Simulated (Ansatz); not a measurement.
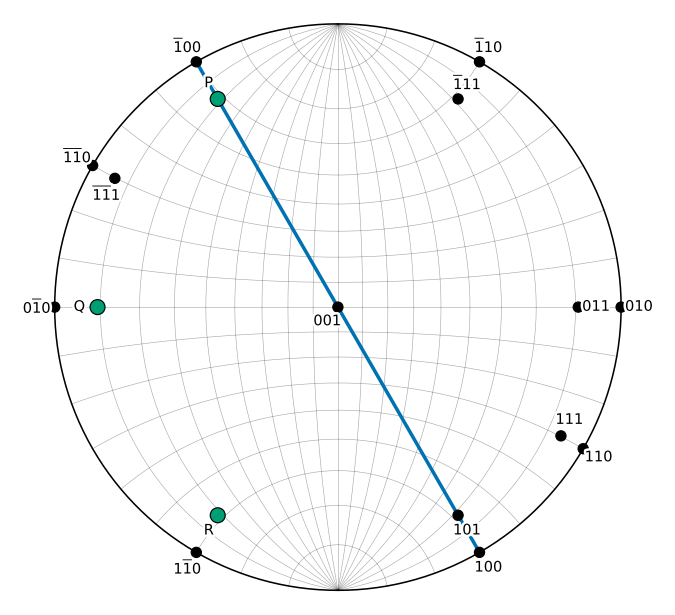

Crystal: Rh, the end point of a relaxation with DFT PBE, scalar-relativistic, plane waves, PAW in Ansatz; the starting structure was generated, so it need not be a known form of this composition. Stereographic projection of plane normals (upper hemisphere) centred on (0 0 1). All values are computed from the atomic coordinates in the standard setting (tolerance 0.002 Å).

a = 2.682 Å, b = 2.682 Å, c = 14.091 Å, α = 90.00°, β = 90.00°, γ = 120.00°.

Question: Index the poles marked P, Q, R.

Answer: P is (−1 0 1), in four indices (−1 0 1 1), 80.6° from the centre; Q is (0 −1 1), in four indices (0 −1 1 1), 80.6° from the centre; R is (1 −1 1), in four indices (1 −1 0 1), 80.6° from the centre.

Question: Which zone does the coloured great circle trace?

Answer: The zone [0 1 0]: its poles satisfy k = 0.

Question: What is the angle between the normals of (0 1 1) and (1 0 1), and what are their d_hkl = 1/|g|?

Answer: 59.1°; d = 2.292 Å and 2.292 Å.
